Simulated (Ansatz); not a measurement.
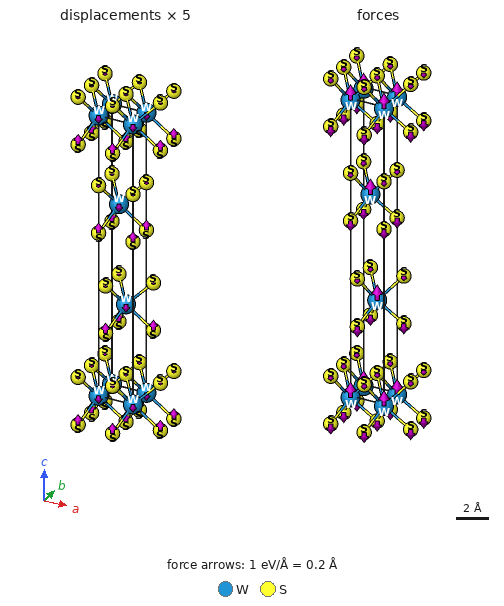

Left: crystalline WS$_{2}$ (set up in R3m) in its unrelaxed database cell, with purple arrows for the displacements applied to it (without the part that the change of the cell carries along). Right: the displaced structure with the computed forces. Besides, the cell is strained by +6.2 % along c and −2.8 % across it (volume +0.2 %). Style: ball-and-stick. Shown: the conventional cell (3 times the calculation's cell), slightly off an axis. Lengths and directions refer to the drawn axes.

All numbers below come from DFT PBEsol, scalar-relativistic, plane waves, PAW in Ansatz 0.2.0. Settings: plane-wave cutoff 420 eV; k-point mesh 12 × 12 × 12; occupations gaussian; smearing width 0.02 eV; no spin polarisation.

Describe the distortion and the response.

Answer. Atoms are displaced by up to 0.14 Å (root mean square over those that move 0.11 Å) relative to the cell: W 0.11 Å along −c. No relaxation follows. Near-neighbour distances before and after: S–W 2.415 → 2.275 Å, S–W 2.391 → 2.470 Å. The space group stays R3m (No. 160). It costs 154 meV per atom. Pressure: −0.6 GPa before, 10.2 GPa after. The principal stresses (compression positive) are 6.1 GPa along c and 12.3 GPa across it. The largest force is 5.3 eV/Å, on the W atom, along +c. The forces mostly point back along the displacements (cosine −0.86). The gap on the k-mesh goes from 0.97 to 0.95 eV.
